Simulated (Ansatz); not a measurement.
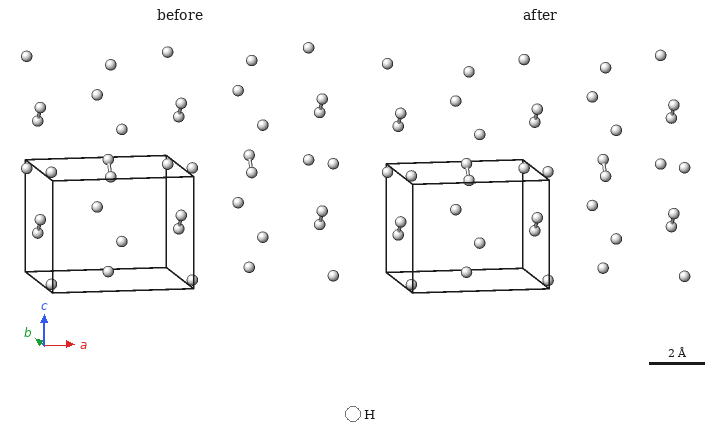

Left: a symmetric starting cell of H. Right: the same structure after one change, at the same scale. A ball-and-stick model of the conventional cell (2 times the calculation's cell), repeated 2 × 1 × 2 with one cell outlined, seen slightly off an axis. Lengths and directions refer to the drawn axes.

Method: DFT PBEsol, scalar-relativistic, plane waves, PAW in Ansatz 0.2.0. Settings: plane-wave cutoff 420 eV; k-point mesh 6 × 6 × 6; occupations gaussian; smearing width 0.02 eV; no spin polarisation.

### What was changed?

All lengths are scaled by −3.1 % (volume −9.0 %), the atoms keeping their fractional coordinates. No relaxation follows. The starting cell wasn't computed here and needn't be at equilibrium, so pressure and forces aren't due to the change alone.

### How do the computed properties respond?

The pressure is 2.3 GPa (not all of it need come from the change, since the unchanged cell can be under pressure at this level too). The principal stresses (compression positive) are 4.0 GPa along c, 2.8 GPa along b, 0.1 GPa along a. The largest forces, 1.5 eV/Å, act on 4 H atoms of the calculation's cell. Some distances before and after: H–H 0.743 → 0.720 Å. The space group stays Cmce (No. 64).
